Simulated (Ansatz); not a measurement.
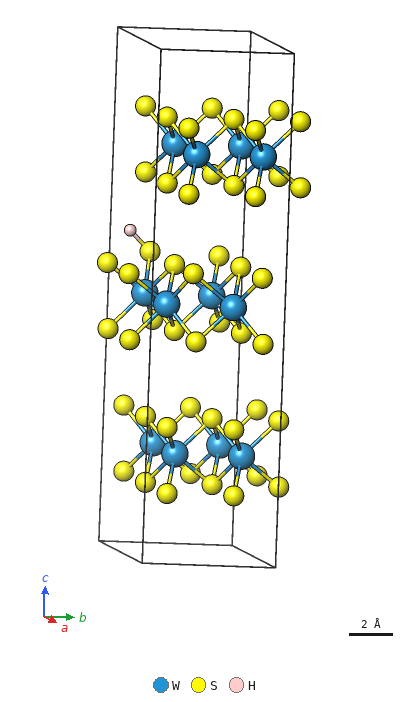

Figure 1. The input geometry (ball-and-stick view of the cell of the calculation, with the vacuum cut short, seen slightly off an axis; bonded neighbours outside the cell are drawn too). An atom can appear more than once, as a periodic image.

## Single-point calculation, with input and output: W$_{12}$HS$_{24}$ (charge +1) (part 1 of 2)

The run: single-point calculation of W$_{12}$HS$_{24}$ (defect cell, 37 atoms in the cell, total charge +1). Method and program: DFT PBE, scalar-relativistic, plane waves, PAW, spin-polarised (Ansatz 0.2.0).

The structure derives from a Materials Project entry.

### The input
```yaml
crystal:
  lattice:
    - [-3.182954, -5.513038, 0.0]
    - [3.182954, -5.513038, 0.0]
    - [-1.591477, -2.756519, 28.532218]
  atoms:
    - { symbol: W, position: [0.8373258259, 0.6663522459, 0.6590399993], spin: 0.15 }
    - { symbol: W, position: [0.3365960023, 0.6665530515, 0.6603312608] }
    - { symbol: W, position: [0.8385489367, 0.1654113, 0.6609675792] }
    - { symbol: W, position: [0.33504664, 0.1653561278, 0.6610247017] }
    - { symbol: W, position: [0.8778779329, 0.3363015967, 0.9176324239] }
    - { symbol: W, position: [0.3779062385, 0.3363771959, 0.9176335759] }
    - { symbol: W, position: [0.8780461761, 0.836183293, 0.9175973494] }
    - { symbol: W, position: [0.3779811471, 0.8361326522, 0.9175989434] }
    - { symbol: W, position: [0.6383464328, 0.3345908165, 0.400505677] }
    - { symbol: W, position: [0.1383363122, 0.3345902696, 0.4005125407] }
    - { symbol: W, position: [0.6383430087, 0.8345848905, 0.4005153957] }
    - { symbol: W, position: [0.1383382815, 0.8345895046, 0.4005147472] }
    - { symbol: S, position: [0.6837659773, 0.6696154944, 0.9726414065] }
    - { symbol: S, position: [0.1837626418, 0.669604471, 0.9726447318] }
    - { symbol: S, position: [0.6837728397, 0.1695369753, 0.972632725] }
    - { symbol: S, position: [0.1838143186, 0.1695414275, 0.9726240049] }
    - { symbol: S, position: [0.9441671824, 0.6679131948, 0.4555395323] }
    - { symbol: S, position: [0.4441758424, 0.6679054103, 0.4555327235] }
    - { symbol: S, position: [0.9441547328, 0.167933206, 0.4555301849] }
    - { symbol: S, position: [0.4441697374, 0.1679316415, 0.4555294696] }
    - { symbol: S, position: [0.9861822593, 0.3084417546, 0.7192091606], spin: 0.2 }
    - { symbol: S, position: [0.4754174129, 0.3338090095, 0.7155889515] }
    - { symbol: S, position: [0.9762792675, 0.8294220333, 0.7151946111] }
    - { symbol: S, position: [0.4793766147, 0.8292342211, 0.7152051598], spin: 0.2 }
    - { symbol: S, position: [0.7388437469, 0.6695283758, 0.8625722931] }
    - { symbol: S, position: [0.238785306, 0.6696299568, 0.8625523092] }
    - { symbol: S, position: [0.7389180699, 0.1695217082, 0.8626051775] }
    - { symbol: S, position: [0.2387480213, 0.1695000604, 0.8626108413], spin: 0.2 }
    - { symbol: S, position: [0.9991759809, 0.6679246998, 0.345501233] }
    - { symbol: S, position: [0.4991713142, 0.6679373755, 0.3454989381] }
    - { symbol: S, position: [0.9991928717, 0.1679114196, 0.3454963519] }
    - { symbol: S, position: [0.4991765483, 0.1679109755, 0.3454983602] }
    - { symbol: S, position: [0.5309261553, 0.3322683261, 0.6057538687] }
    - { symbol: S, position: [0.0315084502, 0.3314579755, 0.6055738383] }
    - { symbol: S, position: [0.5299568747, 0.8354322403, 0.6051028335] }
    - { symbol: S, position: [0.0295887181, 0.8354136292, 0.6051076271] }
    - { symbol: H, position: [0.0565230687, 0.1310749242, 0.7565308996], spin: 0.05 }
magnetization:
  spin_polarized: true
total_charge: 1
basis:
  ecutwfc: 420
  fft_grid_basis: typed
kpoints:
  mp_grid: { grid: [2, 2, 2] }
hamiltonian:
  xc: pbe
  pseudopotentials: { kind: paw }
scf:
  occupations: { method: gaussian, width: 0.05 }
output:
  forces: true
  stress: false
  eigenvalues: true
  bader: true
  write_density: true
  volumetric_format: npy
  populations: true
```

Run on 4 threads of Arm Neoverse V1, 24 GiB of memory available, shared host.

Run as:
```bash
ansatz run input.yaml --threads 4 --pin off --max-ram 10240MiB --backend cpu --events-out ev --progress --plain --runs-dir out
```

### Log
```
Engine: ansatz 0.2.0, aarch64-unknown-linux-gnu
Pseudopotentials: kind: paw
Pseudopotential: W, paw, valence charge 14, recommended cutoff 420 eV (normal), W.paw.azcp
Pseudopotential: S, paw, valence charge 6, recommended cutoff 420 eV (normal), S.paw.azcp
Pseudopotential: H, paw, valence charge 1, recommended cutoff 420 eV (normal), H.paw.azcp
Functional definition: PBE
  parameter kappa = 0.804
  parameter beta = 0.06672455060314922
  exchange = pbe_x(kappa = kappa, mu = beta*pi^2/3)
  correlation = pbe_c(beta = beta)
Crystal: 37 atoms, lattice volume = 1001.352 Å³
Basis set: ecut = 420 eV, 19635 PW (Γ), exchange–correlation on 90×90×384 points (8 copies of the dense FFT grid, shifted against one another)
Bands: 194, of which v1, the nominal top of the filled ones, is band 156 counted from 1 (155 counted from 0)
Symmetry: 1 space group operations
Space group: P1 (ITA 1), of the structure as read, at distance tolerance 1.0e-4 Å
Magnetic group: BNS 1.1 (UNI 1), of the structure as read, at distance tolerance 1.0e-4 Å
k-points: 8
Non-local potential: W, projectors of the file, l = 0: 3, l = 1: 2, l = 2: 2, l = 3: 1
Non-local potential: S, projectors of the file, l = 0: 2, l = 1: 2, l = 2: 2
Non-local potential: H, projectors of the file, l = 0: 2, l = 1: 1
PAW form: soft (Blöchl's): semilocal exchange-correlation on the pseudo side does not see the compensation charge
PAW one-centre angular grid: W, 590 points (default); XC on 64 Gauss nodes
PAW one-centre angular grid: S, 110 points (default); XC on 64 Gauss nodes
PAW one-centre angular grid: H, 110 points (default); XC on 64 Gauss nodes
Starting moments: Σ|m| = 0.8 μB on 5 of 37 sites
Initial wavefunctions: pseudopotential atomic-orbital guess
Functional: x = pbe(κ = 0.804, μ = 0.2195149727645171), c = pbe(β = 0.06672455060314922)
SCF iter   1: F=—  HF=-146322.361945 eV  |F-HF|=—  |Δ(HF+E_count)|=         —  Δρ=1.81e-2 (↑1.80e-2 ↓1.81e-2)  dr2=3.39e1  dr2_m=1.95e-2  M=0.392 μB ∫|m|=0.430 μB  β_m=0.30  ethr=3.10e-3  ⟨swp⟩=8.2  Hψ=15078  notcnv=0
Mixer restart at iter 1: flushing history
preconditioner: auto → Resta (q_TF=auto, 2.246 Å⁻¹)  ε∞=5.1  [insulator: Δε(μ)=0.068 eV  Ē_g=8.513 eV  σ=0.050 eV  W_gap=0.67  n_scr=184 (ndim 8)  ℏωp=17.2 eV  f_vac=0.319  D(μ)=4.98/eV (n_scr^D=8)  ε∞_Penn≈5.1  vacuum switching on, ρ_ref=5.3e-3 e/Å³]
spin=Collinear: Resta preconditioning applied to the charge; magnetization (m = ρ↑ − ρ↓) channel mixes plain (no charge-response kernel on spin).
SCF iter   2: F=—  HF=-146318.873613 eV  |F-HF|=—  |Δ(HF+E_count)|=    3.49e0  Δρ=1.26e-2 (↑1.25e-2 ↓1.26e-2)  dr2=1.07e1  dr2_m=1.13e-2  M=0.223 μB ∫|m|=0.278 μB  β_m=0.45  ethr=3.10e-3  ⟨swp⟩=2.2  Hψ=4319  notcnv=0  defer=504
preconditioner: auto → LDOS  [metal: Δε(μ)=0.057 eV  Ē_g=8.465 eV  σ=0.050 eV  W_gap=0.45  n_scr=184 (ndim 8)  ℏωp=17.2 eV  f_vac=0.317  D(μ)=7.26/eV (n_scr^D=20)]
spin=Collinear: LDOS preconditioning applied to the charge; magnetization (m = ρ↑ − ρ↓) channel mixes plain (no charge-response kernel on spin).
SCF iter   3: F=—  HF=-146317.182014 eV  |F-HF|=—  |Δ(HF+E_count)|=    1.69e0  Δρ=6.47e-3 (↑6.42e-3 ↓6.47e-3)  dr2=3.63e0  dr2_m=8.15e-3  M=0.000 μB ∫|m|=0.076 μB  β_m=0.47  ethr=3.10e-3  ⟨swp⟩=2.0  Hψ=4984  notcnv=0  defer=504
SCF iter   4: F=—  HF=-146317.241179 eV  |F-HF|=—  |Δ(HF+E_count)|=   5.92e-2  Δρ=3.53e-3 (↑3.50e-3 ↓3.53e-3)  dr2=1.27e0  dr2_m=2.34e-3  M=0.023 μB ∫|m|=0.064 μB  β_m=0.48  ethr=1.16e-3  ⟨swp⟩=2.0  Hψ=4114  notcnv=0  defer=504
SCF iter   5: F=—  HF=-146317.261126 eV  |F-HF|=—  |Δ(HF+E_count)|=   1.99e-2  Δρ=1.80e-3 (↑1.78e-3 ↓1.80e-3)  dr2=3.63e-1  dr2_m=9.89e-4  M=0.001 μB ∫|m|=0.039 μB  β_m=0.53  ethr=4.06e-4  ⟨swp⟩=2.5  Hψ=4109  notcnv=0  defer=500
SCF iter   6: F=—  HF=-146317.287448 eV  |F-HF|=—  |Δ(HF+E_count)|=   2.63e-2  Δρ=8.53e-4 (↑8.53e-4 ↓8.49e-4)  dr2=8.59e-2  dr2_m=2.15e-4  M=0.001 μB ∫|m|=0.026 μB  β_m=0.47  ethr=1.16e-4  ⟨swp⟩=2.0  Hψ=4514  notcnv=0  defer=500
SCF iter   7: F=—  HF=-146317.288785 eV  |F-HF|=—  |Δ(HF+E_count)|=   1.34e-3  Δρ=4.64e-4 (↑4.64e-4 ↓4.51e-4)  dr2=6.50e-2  dr2_m=5.85e-5  M=0.002 μB ∫|m|=0.015 μB  β_m=0.40  ethr=2.75e-5  ⟨swp⟩=2.0  Hψ=4457  notcnv=0  defer=500
SCF iter   8: F=—  HF=-146317.287543 eV  |F-HF|=—  |Δ(HF+E_count)|=   1.24e-3  Δρ=2.13e-4 (↑2.13e-4 ↓2.04e-4)  dr2=1.19e-2  dr2_m=2.30e-5  M=0.003 μB ∫|m|=0.013 μB  β_m=0.42  ethr=2.08e-5  ⟨swp⟩=1.2  Hψ=3109  notcnv=0  defer=500
SCF iter   9: F=—  HF=-146317.287937 eV  |F-HF|=—  |Δ(HF+E_count)|=   3.94e-4  Δρ=1.23e-4 (↑1.21e-4 ↓1.23e-4)  dr2=5.10e-3  dr2_m=7.72e-6  M=0.002 μB ∫|m|=0.009 μB  β_m=0.40  ethr=3.81e-6  ⟨swp⟩=2.0  Hψ=4035  notcnv=0  defer=500
SCF iter  10: F=—  HF=-146317.287936 eV  |F-HF|=—  |Δ(HF+E_count)|=   1.47e-7  Δρ=6.02e-5 (↑6.02e-5 ↓5.98e-5)  dr2=4.53e-4  dr2_m=4.11e-6  M=0.002 μB ∫|m|=0.007 μB  β_m=0.45  ethr=1.63e-6  ⟨swp⟩=1.4  Hψ=3247  notcnv=0  defer=500
SCF iter  11: F=—  HF=-146317.287974 eV  |F-HF|=—  |Δ(HF+E_count)|=   3.80e-5  Δρ=2.80e-5 (↑2.80e-5 ↓2.52e-5)  dr2=4.75e-5  dr2_m=1.63e-6  M=0.001 μB ∫|m|=0.004 μB  β_m=0.45  ethr=1.45e-7  ⟨swp⟩=2.0  Hψ=4683  notcnv=0  defer=500
SCF iter  12: F=—  HF=-146317.287978 eV  |F-HF|=—  |Δ(HF+E_count)|=   3.70e-6  Δρ=1.36e-5 (↑1.36e-5 ↓1.27e-5)  dr2=9.80e-6  dr2_m=5.92e-7  M=0.001 μB ∫|m|=0.003 μB  β_m=0.44  ethr=1.52e-8  ⟨swp⟩=2.2  Hψ=4739  notcnv=0  defer=500
SCF iter  13: F=—  HF=-146317.287980 eV  |F-HF|=—  |Δ(HF+E_count)|=   2.06e-6  Δρ=7.80e-6 (↑7.80e-6 ↓6.66e-6)  dr2=2.60e-6  dr2_m=2.20e-7  M=0.000 μB ∫|m|=0.002 μB  β_m=0.46  ethr=3.14e-9  ⟨swp⟩=2.6  Hψ=4939  notcnv=0  defer=500
SCF iter  14: F=—  HF=-146317.287981 eV  |F-HF|=—  |Δ(HF+E_count)|=   8.03e-7  Δρ=5.22e-6 (↑5.22e-6 ↓4.66e-6)  dr2=2.28e-6  dr2_m=6.49e-8  M=0.000 μB ∫|m|=0.001 μB  β_m=0.38  ethr=8.32e-10  ⟨swp⟩=2.5  Hψ=5129  notcnv=0  defer=500
SCF iter  15: F=—  HF=-146317.287981 eV  |F-HF|=—  |Δ(HF+E_count)|=   2.07e-9  Δρ=2.40e-6 (↑2.40e-6 ↓2.21e-6)  dr2=1.79e-7  dr2_m=1.91e-8  M=0.000 μB ∫|m|=0.001 μB  β_m=0.40  ethr=7.32e-10  ⟨swp⟩=2.1  Hψ=4382  notcnv=0  defer=500
SCF iter  16: F=—  HF=-146317.287981 eV  |F-HF|=—  |Δ(HF+E_count)|=   5.49e-8  Δρ=1.24e-6 (↑1.24e-6 ↓1.15e-6)  dr2=5.83e-8  dr2_m=4.60e-9  M=0.000 μB ∫|m|=0.000 μB  β_m=0.46  ethr=5.73e-11  ⟨swp⟩=2.9  Hψ=5632  notcnv=0  defer=500
SCF iter  17: F=—  HF=-146317.287981 eV  |F-HF|=—  |Δ(HF+E_count)|=   1.78e-8  Δρ=6.95e-7 (↑6.95e-7 ↓6.53e-7)  dr2=2.06e-8  dr2_m=1.22e-9  M=-0.000 μB ∫|m|=0.000 μB  β_m=0.47  ethr=1.87e-11  ⟨swp⟩=2.2  Hψ=5080  notcnv=0  defer=500
SCF iter  18: F=-146317.287981 eV  HF=-146317.287981 eV  |F-HF|=6.78e-9  |Δ(HF+E_count)|=   6.23e-9  Δρ=4.10e-7 (↑4.10e-7 ↓3.91e-7)  dr2=9.87e-9  dr2_m=3.03e-10  M=-0.000 μB ∫|m|=0.000 μB  ethr=6.59e-12  ⟨swp⟩=11.6  Hψ=15633  notcnv=0
SCF 1 converged in 18 iterations: F = -146317.287981 eV  dr2 = 9.87e-9
  greatest PAW one-centre occupation: 1.000 electrons in one spin orbital (limit 2), on the W atom at site 11 (counted from 0), in its partial waves of l = 0
```

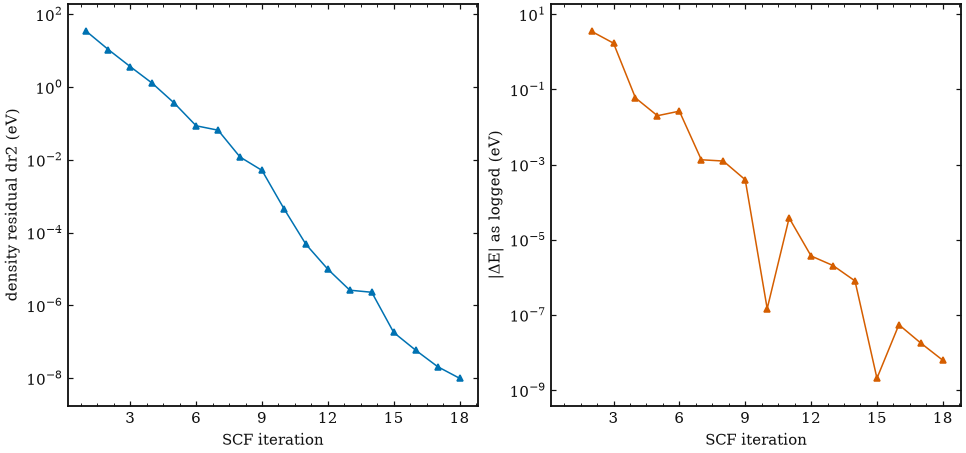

Figure 2. Convergence of the self-consistent field: density residual dr2 and size of the energy change against the SCF iteration. The residual falls at every step.

```
WARN: the starting moments were not kept: the SCF closed with an absolute magnetisation of 2.9e-4 μB, where they sum to 0.8 μB in size (5 sites). That is at most 0.1 of that sum. Measured as dr2_m measures the in/out step, that magnetisation stands 2.0e-9 eV from none, at or under the dr2_threshold of 1.0e-7 eV: it is no larger than a step whose dr2_m would equal this threshold. The system may hold no moment; this SCF shows only that its start led to no more than that. To try another start: raise the starting moments (crystal.atoms[].spin, magnetization.per_species, magnetization.initial_magnetization, or on a non-collinear deck that types none of these the spinor_matrix: blocks that start its atoms; where the total moment is fixed, keep their sum and leave initial_magnetization as it is; typed ones take the place of any that the run laid by itself, positive ones on a crystal's lanthanoids without a Hubbard term where scf.initial_density.shell_occupations: [] is typed) or, if the notice of its spin-set hold's release reads "site moments contracting" or "site moments show no strong build", lengthen the hold (scf.mixing.spin_hold: { on: { confirm: 4 } }; for m-r²SCAN on two components see the key's manual first). Each may lead to a state that holds a moment. A second SCF, from the converged charge density, with the starting moments and any scf.initial_density.shell_occupations laid on it anew, would have followed, and was not run: the deck does not ask for one (magnetization.retry_lost_moments is false, the default). To let it run, set magnetization.retry_lost_moments: true and run the deck again, where that key's refused combinations let it; where memory then withholds it, that run's warning says so.
SCF converged after 18 iterations
Magnetization: -0.0000 μB (156.0000 up, 156.0000 down)
Absolute magnetization: 0.0003 μB (∫|ρ↑−ρ↓|, with the PAW one-centre terms)
Spin contamination: 0.0000 ħ² per cell (⟨S²⟩ above its minimum at these occupations)
Per-site moments (μB) at R_I (Å): [(9.474586222961778e-6, 0.9879304296698765), (-2.889578278142343e-6, 0.995048737466752), (6.676592261909093e-8, 0.995602707427835), (-2.059525671269859e-7, 0.9954877024439706), (-1.5093008207322255e-5, 0.9968590342259989), (-1.4832934815152978e-5, 0.9967258620520655), (-1.4950891119653765e-5, 0.9967729458799909), (-1.517807039713366e-5, 0.996791989174012), (1.0967369319610372e-5, 0.9968983559056948), (1.0939823521289246e-5, 0.9969123039505481), (1.0926805078025457e-5, 0.9969193614739273), (1.0925736011223044e-5, 0.9969281850957703), (-1.6392264730448965e-6, 0.9968590342259989), (-1.6363051446257167e-6, 0.9967258620520655), (-1.621660706769845e-6, 0.9968743579959359), (-1.5858393939270917e-6, 0.9969223506499146), (6.41384670169473e-7, 0.9970123075575166), (6.529430675926552e-7, 0.9969644617494186), (6.595856669427767e-7, 0.9969527674760885), (6.593826824719292e-7, 0.9969547541637808), (-5.921301124142171e-8, 0.5963597593536805), (2.858541899090844e-7, 0.9977794743886237), (-3.7187622931726026e-7, 0.995048737466752), (-5.821936090055802e-7, 0.995157908619439), (-8.60041317203334e-7, 0.997055274255284), (-7.318811906749777e-7, 0.9969665365076334), (-6.418509182917663e-7, 0.9967729458799909), (-9.357981666445302e-7, 0.996791989174012), (1.0522197612991884e-6, 0.9969123039505481), (1.0532089009088583e-6, 0.9968983559056948), (1.0525264185103164e-6, 0.9969098530379515), (1.0530155835154107e-6, 0.9969145717585908), (8.330836181894851e-7, 0.995252861984598), (1.347943951853067e-7, 0.9879304296698765), (-1.0155710770280701e-7, 0.9905111401548804), (-1.6479562190109304e-7, 0.9905104815133122), (4.211119498678078e-6, 0.5963597593536805)]
Free energy (F): -146317.287981 eV
Harris-Foulkes:  -146317.287981 eV  (|F-HF|=6.78e-9)
Internal energy: -146317.273119 eV  (E = F + TS)
E sigma→0 (E₀):  -146317.280550 eV
Entropy (-TS):   -0.014862 eV (-0.402 meV/atom)
Fermi energy:    4.932427 eV
--- Per-component energies (eV) ---
  E_band       = -4251.824211
  E_kinetic    = 7979.705812
  E_local      = -108997.492769  (includes V_loc(G=0)·N_el)
  E_nonlocal   = 687.484368
  E_hartree    = 51334.834811
  E_xc         = -5539.061288
  E_vxc        = -4971.106353  (∫ρ·V_xc dr)
  E_paw        = -117156.377832  (= ΣΔE_a)
  E_vpaw       = -1620.083988  (= ΣTr[D̂ρ^β])
  E_aug_tail   = -0.001784  (compensation charges beyond the density's cutoff)
  E_ewald      = 25373.635565
  E_smearing   = -0.014862  (= −TS)
  E_closure    = 0.000000  (closes the sum)
  E_deformation_potential = 11.404132  (in the stress; not in F)
  Σ components = -146317.287981   (vs F -146317.287981, Δ=0.00e0)
--- Forces (eV/Å), atoms counted from 1 ---
  atom   1  W      0.04508585    -0.03250911     0.59863156
  atom   2  W     -0.20086870     0.11432492     0.08825984
  atom   3  W      0.14768787     0.21521470    -0.05856378
  atom   4  W     -0.11737122    -0.24895034    -0.09327260
  atom   5  W      0.00260356    -0.01012068    -0.00356835
  atom   6  W      0.00690362     0.00222745    -0.03898104
  atom   7  W     -0.00593590     0.00806531    -0.00268400
  atom   8  W     -0.00349535    -0.00096039    -0.00374368
  atom   9  W      0.00013067     0.00048795     0.00446556
  atom  10  W     -0.00059601    -0.00016022     0.00198017
  atom  11  W      0.00087151    -0.00003138     0.00220118
  atom  12  W      0.00010493    -0.00037186     0.00265867
  atom  13  S      0.00031359    -0.00002835    -0.07786890
  atom  14  S      0.00048330    -0.00014137    -0.07339551
  atom  15  S      0.00076602     0.00051230    -0.07314533
  atom  16  S     -0.00061094    -0.00114785    -0.07218995
  atom  17  S     -0.00021005     0.00019186    -0.11979418
  atom  18  S      0.00032709     0.00021503    -0.11900195
  atom  19  S     -0.00036212     0.00019234    -0.11862027
  atom  20  S      0.00001468     0.00041360    -0.11850626
  atom  21  S     -0.23918828     0.13846671    -0.06068928
  atom  22  S     -0.01824891     0.01734757     0.07300402
  atom  23  S     -0.00268776    -0.02127648    -0.07337068
  atom  24  S      0.02805984     0.01733541    -0.06985583
  atom  25  S      0.00002262     0.00061439     0.09341957
  atom  26  S     -0.00289168     0.00056180     0.09922739
  atom  27  S     -0.00130264     0.00041630     0.08559816
  atom  28  S      0.00089013     0.00140249     0.08692166
  atom  29  S     -0.00000924    -0.00015836     0.10467557
  atom  30  S     -0.00008964    -0.00014451     0.10437702
  atom  31  S      0.00005697    -0.00012251     0.10468272
  atom  32  S     -0.00002091    -0.00021988     0.10423990
  atom  33  S     -0.06194794     0.03736334     0.01803222
  atom  34  S     -0.03960867     0.01894469     0.06518782
  atom  35  S     -0.02439327    -0.03847505    -0.09602958
  atom  36  S      0.01970464     0.04377378    -0.10479878
  atom  37  H      0.46581111    -0.26325551    -0.25945767
  max |Σ_I F_I| component: 2.54e-5 eV/Å
--- Band table (eV; the first three rows and the last of 16) ---
```
